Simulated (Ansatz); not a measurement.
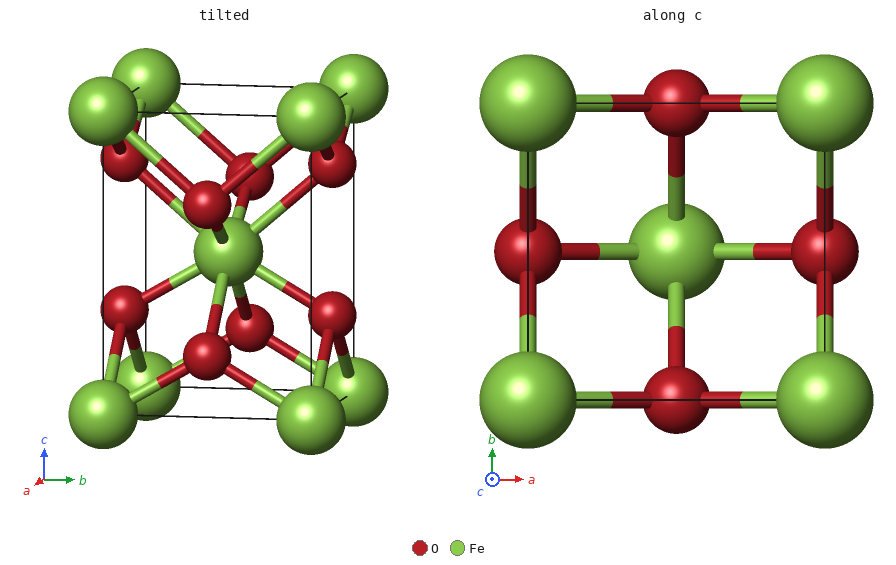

Crystal structure, ball-and-stick style, seen slightly off an axis and along the c axis. The lines enclose the conventional unit cell; boundary atoms appear with their images. Cell: a = 3.43 Å, b = 3.43 Å, c = 4.96 Å, α = 90.00°, β = 90.00°, γ = 90.00°.

Note that this is a generated cell, made by putting these elements into a known structure type (the compound may or may not exist in this form), and that it hasn't been relaxed. It was the input of a calculation with Ansatz.

Describe the crystal.

Answer. The compound is FeO2. It belongs to space group P4_2/nmc (No. 137) and has a primitive tetragonal lattice. Counting shared atoms by their share gives 2 Fe, 4 O, or 6 atoms. O is coordinated by four Fe in a distorted tetrahedral arrangement at about 2.0 to 2.3 Å. Each Fe is bonded to eight O in a distorted cubic arrangement at about 2.0 to 2.3 Å. The bonds build a three-dimensional framework.

The calculation used DFT, PAW plane waves, LDA+U in Ansatz 0.2.0, with a kinetic-energy cutoff of 420 eV, k-point mesh 6×6×5, Fermi-Dirac smearing of 0.1 eV, U_eff = 5.27 eV on Fe d, around-mean-field double counting, collinear spins.

Which atoms carry magnetic moments in this run, and how do they order?

Answer. The state reached is ferromagnetic. Sizes: Fe 0.5 μB; net moment 0.2 μB in the run's cell of 6 atoms.

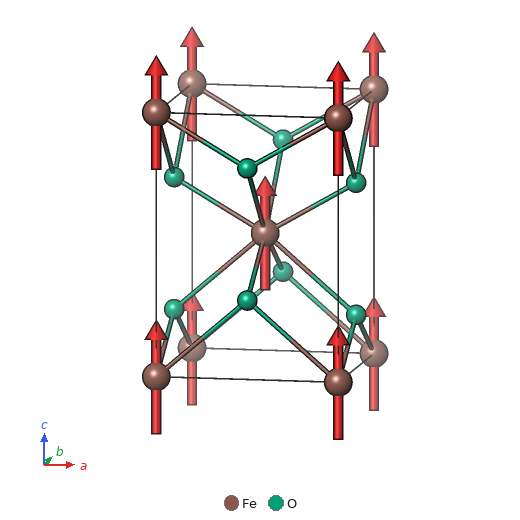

Site moments above 0.25 μB as arrows, small induced ones on non-metal atoms left out (red along the largest or up, blue against, purple across). The run's cell of 6 atoms is drawn.

Classify it as metallic or gapped, with the value.

Answer. A metal: bands cross the Fermi level.

How charged are the atoms, by the Bader scheme?

Answer. Fe +1.63 e; O -0.82 e.

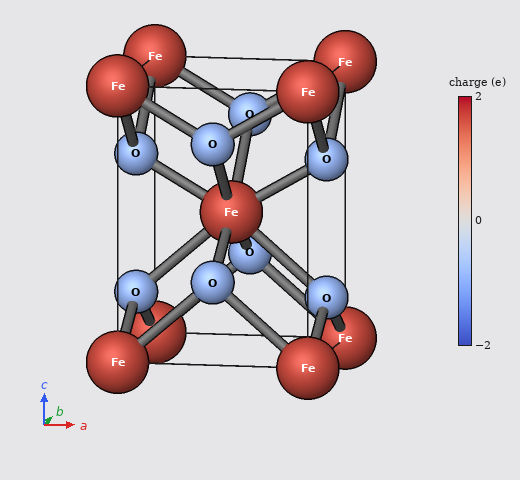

The atoms coloured by those charges. The run's cell of 6 atoms is drawn.

Is this an equilibrium geometry for the method given?

Answer. No. The largest force is 0.41 eV/Å, on O. The pressure is -35.4 GPa, so the cell would contract.

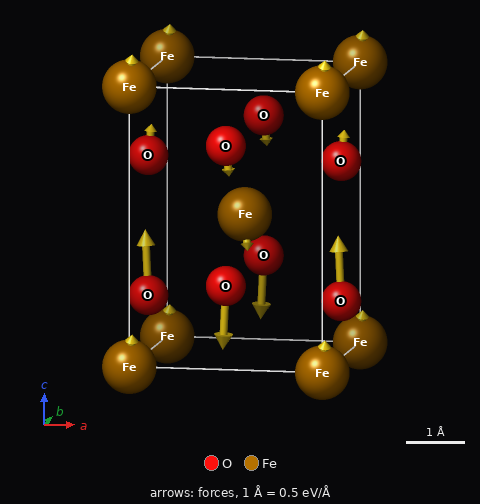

The forces as arrows. The run's cell of 6 atoms is drawn.
